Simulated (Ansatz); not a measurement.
Start from this file.

```
CELL_PARAMETERS angstrom
-1.41199 0.00000 2.18033
-2.80219 0.00000 -2.16663
2.10709 -3.64961 -0.00685
ATOMIC_POSITIONS crystal
Cu 0.00000 0.00000 0.00000
Cu 0.33333 0.33333 0.66667
Cu 0.66667 0.66667 0.33333
```

Q: Work out the structure from the coordinates.

A: The element is copper. Strictly the space group is C2/m (No. 12, within 0.01 Å). It is a distorted form of a face-centred cubic structure, space group Fm-3m (No. 225) within 0.45 Å: face-centred cubic (Cu type). The cell holds three atoms. Each Cu atom is coordinated by twelve Cu in a distorted cuboctahedral arrangement at 2.43 to 2.60 Å. The bonds build a three-dimensional framework.

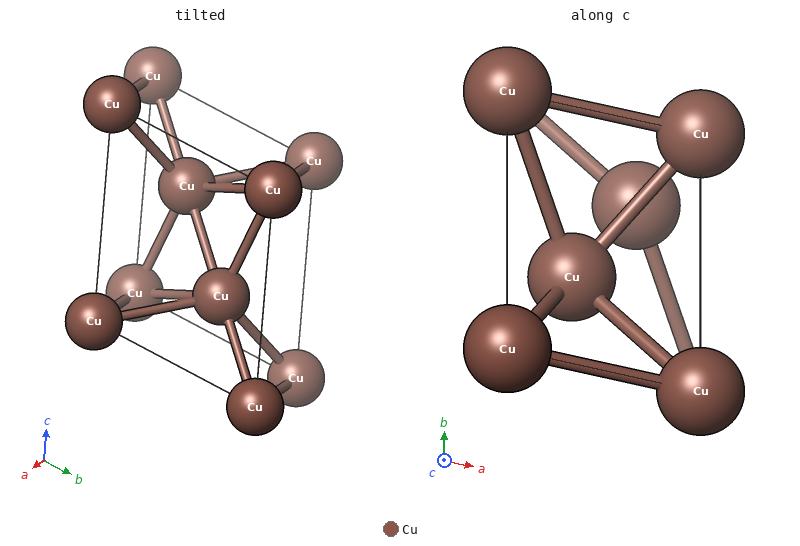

The image is a ball-and-stick drawing of a crystal, viewed slightly off an axis and along the c axis. The unit cell is outlined; an atom on or near a face, edge or corner is repeated at each equivalent position.

The structure comes from a structure listed in the Materials Project. The cell was then strained or its atoms displaced on purpose. Ansatz was used for an electronic-structure calculation on it.

At this level of theory the cell isn't at rest (compressed, at 13 GPa), so its distances can differ from those at equilibrium, the more so the softer the solid.
